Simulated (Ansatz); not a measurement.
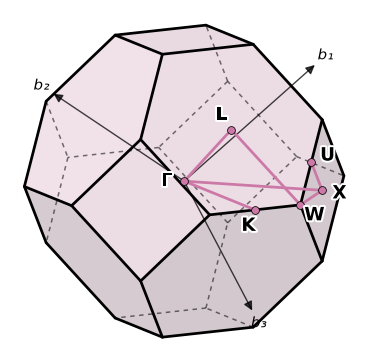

Crystal: C, the input geometry of an electronic-structure calculation (not necessarily at equilibrium); the starting structure was generated, so it need not be a known form of this composition. The first Brillouin zone and its special points. All values are computed from the atomic coordinates in the standard setting (tolerance 0.002 Å).

Space group Fm-3m (No. 225); a = 3.204 Å, b = 3.204 Å, c = 3.204 Å, α = 90.00°, β = 90.00°, γ = 90.00°.

Labels and path follow the convention of Hinuma et al. (2017), as computed by seekpath; the arrows show the directions of the reciprocal primitive vectors b₁, b₂, b₃, in which coordinates are given; lengths include the factor 2π.

**List the special points with their coordinates and distances from Γ.**

```
point   k₁   k₂   k₃  length of k (1/Å)
    Γ    0    0    0              0.000
    X  1/2    0  1/2              1.961
    L  1/2  1/2  1/2              1.698
    W  1/2  1/4  3/4              2.193
    K  3/8  3/8  3/4              2.080
    U  5/8  1/4  5/8              2.080
```

**What is the zone's volume?**

(2π)³ over the primitive cell's volume of 8.22 Å³: 30.2 Å⁻³.
